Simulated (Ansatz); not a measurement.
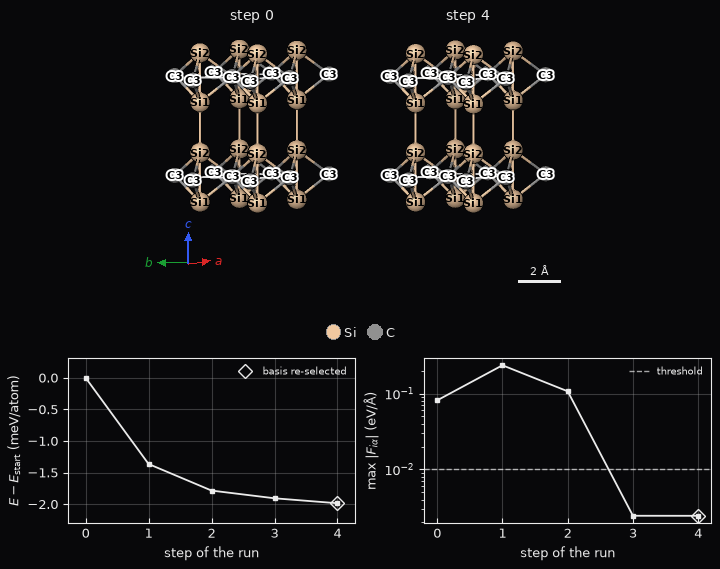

First and last geometry of a relaxation of crystalline Si₂C (a generated structure, set up in P-6m2), with the history of the run. Style: ball-and-stick. Shown: the cell of the calculation, from a free direction.

These are results of DFT PBE, scalar-relativistic, plane waves, PAW (Ansatz 0.2.0), not measurements. Settings: plane-wave cutoff 420 eV; k-point mesh 18 × 18 × 10; occupations gaussian; smearing width 0.1 eV; no spin polarisation; cell and atoms relaxed; force threshold 0.01 eV/Å; at most 80 steps.

Read the history and describe the run.

It converged. The energy falls by 2.0 meV per atom in 3 accepted moves (4 points after the start). Largest force component: 0.082 eV/Å at the start, 0.0024 eV/Å at the end. The pressure goes from 1.11 to −0.03 GPa. The SCF was repeated once at an unchanged geometry on a basis and grid sized afresh for the cell, which shifted the energy by 0.1 meV per atom at most. The largest moves relative to the cell, 0.008 Å, are those of Si1 and Si2. Si1 goes along −c. C stays in place. Cell: a = b 2.865 → 2.884 Å (+0.7 %), c 4.880 → 4.845 Å (−0.7 %). Volume +0.6 %. Near-neighbour distances that change, for instance: Si1–Si2 2.463 → 2.429 Å, Si1–C3 2.049 → 2.057 Å. The space group stays P-6m2 (No. 187). The run took 24 s on 1 thread of AMD EPYC 9R14 (Zen 4), with other jobs on the host, peak memory 0.47 GiB.

```
step  E − E(0), meV/atom  largest force component, eV/Å  pressure, GPa  volume, Å³/atom                      note
   0                0.00                         0.0817           1.11           11.564                          
   1               -1.36                         0.2374           0.46           11.636                          
   2               -1.78                         0.1076           0.16           11.636                          
   3               -1.91                         0.0024          -0.04           11.631                          
   4               -1.98                         0.0024          -0.03           11.631  same geometry, new basis
```
